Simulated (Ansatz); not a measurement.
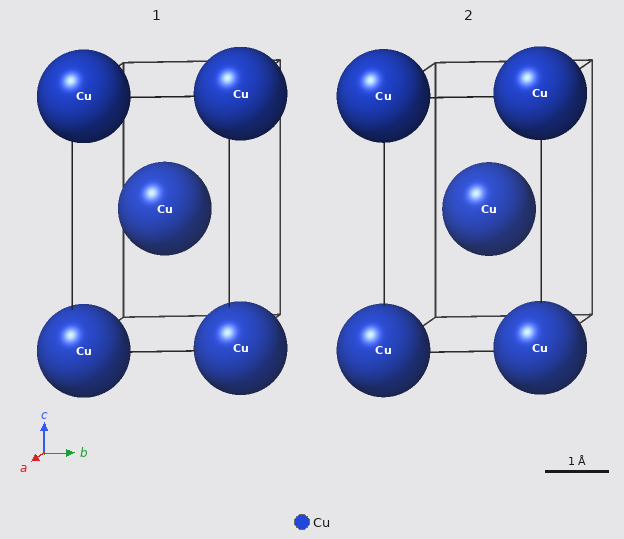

Two geometries of a crystal of Cu (set up in P-1), drawn at one scale. One is the start of a relaxation, the other its converged end. Style: spheres-only. Shown: the cell of the calculation, slightly off an axis.

These are results of Ansatz, DFT PBE, scalar-relativistic, plane waves, PAW, not measurements. (plane-wave cutoff 420 eV; k-point mesh 14 × 14 × 8; occupations gaussian; smearing width 0.15 eV; no spin polarisation; atoms relaxed in a fixed cell; force threshold 0.01 eV/Å; at most 80 steps)

Which one is relaxed?

Structure 1 is the relaxed one. Case: a zone-boundary wave of random shape, sigma 0.1 Å; relaxed back. The energy falls by 40.2 meV per cell of the calculation in 5 accepted moves (6 points after the start). The largest force component goes from 0.32 to 0.0053 eV/Å. 1 step only repeated the SCF at the same geometry. The largest moves, 0.22 Å, are those of Cu atoms. The cell doesn't change. Some distances before and after: Cu–Cu 2.970 → 2.646 Å, Cu–Cu 2.883 → 2.646 Å, Cu–Cu 2.402 → 2.544 Å, Cu–Cu 2.602 → 2.543 Å. The space group (tolerance 0.01 Å) goes from P-1 (No. 2) to Cmcm (No. 63).
